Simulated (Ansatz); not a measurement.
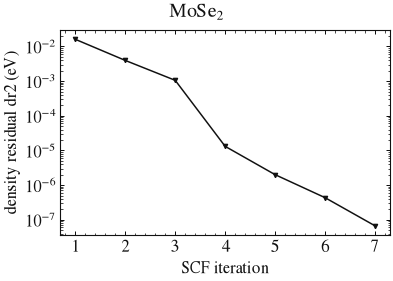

The plot shows the SCF iterations of a calculation: density residual dr2. The starting density is a sum of atomic densities corrected by a trained network.

MoSe2 (6 atoms in the cell), run with Ansatz.

```
crystal:
  lattice:
    - [3.178691358, 0.0, 0.0]
    - [-1.589345679, 2.7528274668, 0.0]
    - [0.0, 0.0, 12.733901963]
  atoms:
    - { symbol: Mo, position: [0.6666666667, 0.3333333333, 0.2500372131] }
    - { symbol: Mo, position: [0.3333333333, 0.6666666667, 0.7499627869] }
    - { symbol: Se, position: [0.3333333333, 0.6666666667, 0.3815038453] }
    - { symbol: Se, position: [0.6666666667, 0.3333333333, 0.8814286561] }
    - { symbol: Se, position: [0.3333333333, 0.6666666667, 0.1185713439] }
    - { symbol: Se, position: [0.6666666667, 0.3333333333, 0.6184961547] }
basis:
  ecutwfc: 420
kpoints:
  mp_grid: { grid: [12, 12, 2] }
hamiltonian:
  xc: pbe
  dispersion: d3bj
scf:
  occupations: { method: fixed }
  max_iter: 80
output:
  forces: true
  eigenvalues: true
  stress: true
```

Command:
```bash
ansatz run input.yaml --threads 2 --pin off --max-ram 5120MiB --backend cpu --events-out ev --progress --plain --runs-dir out
```

Was self-consistency reached?

Answer. Converged, in 7 iterations. The residual falls at every step. From the first spectrum the program read the system as an insulator and chose the Resta preconditioner.

Is anything amiss with this input?

Answer. The input holds an odd setting (fixed occupations whatever the gap), but it does no harm here: the energy lies within 1 meV per atom of a run with usual settings.
